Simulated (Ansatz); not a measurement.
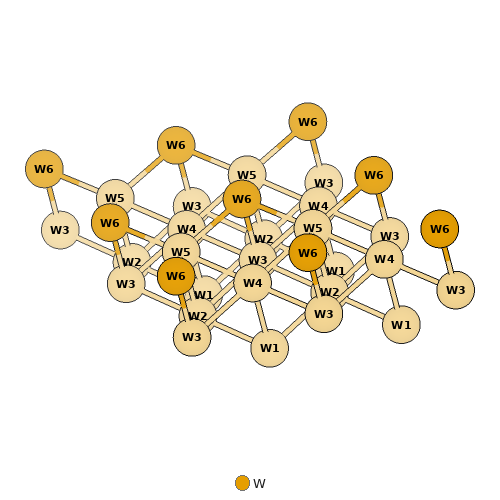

The system is Si on a W(111) slab cut from the Im-3m phase, its upper half relaxed before the scan (6 atoms of substrate and one adsorbate in a 1 × 1 cell); the picture shows it without the atoms that are moved over the map. Si is moved over the surface cell at a fixed height above a rigid substrate; the origin of the map has the adsorbate above W6; the height is held at 2.80 Å. Places are given modulo a cell vector. The map is drawn in real space over the plane of the surface. The scan uses a 9 × 9 grid; 19 points were computed and 62 follow by symmetry. Energies: meV, counted from the lowest grid point. The runs have no spin polarisation, so an open-shell adsorbate far from the surface lies too high. With one adsorbate in each 1 × 1 cell, its nearest image is 4.5 Å away, so neighbouring adsorbates interact. At a fixed height the lowest place need not be the adsorption site. Theory: DFT PBE+D3(BJ), scalar-relativistic, plane waves, PAW in Ansatz. Settings: cutoff 420 eV, k-mesh 6×6×1, gaussian smearing 0.1 eV, no spin polarisation.

Range: position of Si7 along the first surface vector from 0.000 to 0.889; position of Si7 along the second surface vector from 0.000 to 0.889.

### Predict the map.

The lowest grid point is at (1/9, 2/9) of the cell vectors [nearest 1 W at 2.93 Å]; the map holds 3 wells of about this depth. The highest grid point, a threefold hollow over a third-layer W atom, (6/9, 3/9) of the cell vectors, lies 465 meV above the lowest. On the interpolated surface the easiest way out of the lowest well to a well of about the same depth near (1/9, 8/9) of the cell vectors [nearest 1 W at 2.93 Å] passes a barrier of about 12 meV, counted from the interpolated bottom of the well. At the lowest point the adsorbate has 1 W at 2.93 Å as nearest neighbours, at the highest 3 W at 3.81 Å.

```
second ↓, first →  0/9  1/9  2/9  3/9  4/9  5/9  6/9  7/9  8/9
              8/9    8    0   36  122  174  122   36    0    8
              7/9   26   36   83  130  130   83   36   26   33
              6/9  111  122  130  127  130  122  111  117  117
              5/9  220  174  130  130  174  220  254  269  254
              4/9  220  122   83  122  220  333  405  405  333
              3/9  111   36   36  111  254  405  465  405  254
              2/9   26    0   26  117  269  405  405  269  117
              1/9    8    8   33  117  254  333  254  117   33
              0/9   15    8   26  111  220  220  111   26    8
```

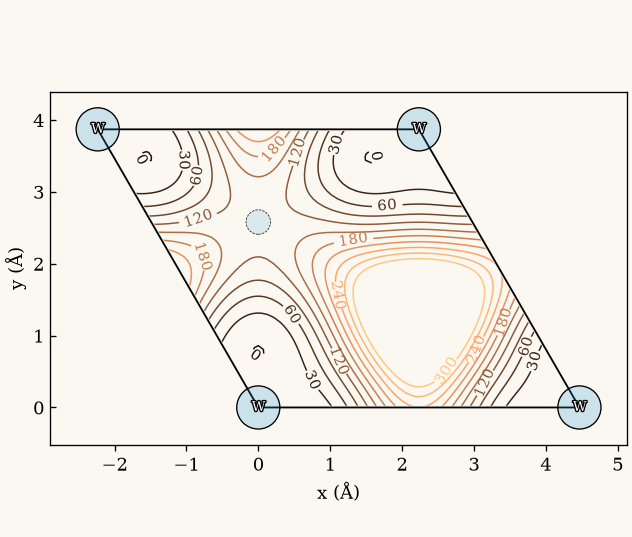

In the figure: contour lines labelled in meV (none above 300), labelled circles for the atoms of the top layer and small ones for the second layer, the outline of one cell of the plane. Between grid points the surface is interpolated.

Each point was launched as `ansatz run input.yaml --threads 1 --pin off --max-ram 3072MiB --backend cpu --events-out ev --progress --plain --runs-dir out`. The whole map (19 points run) took 29 min on 1 thread of Arm Neoverse N1, on a shared host.

PAW datasets: the set soft_1.
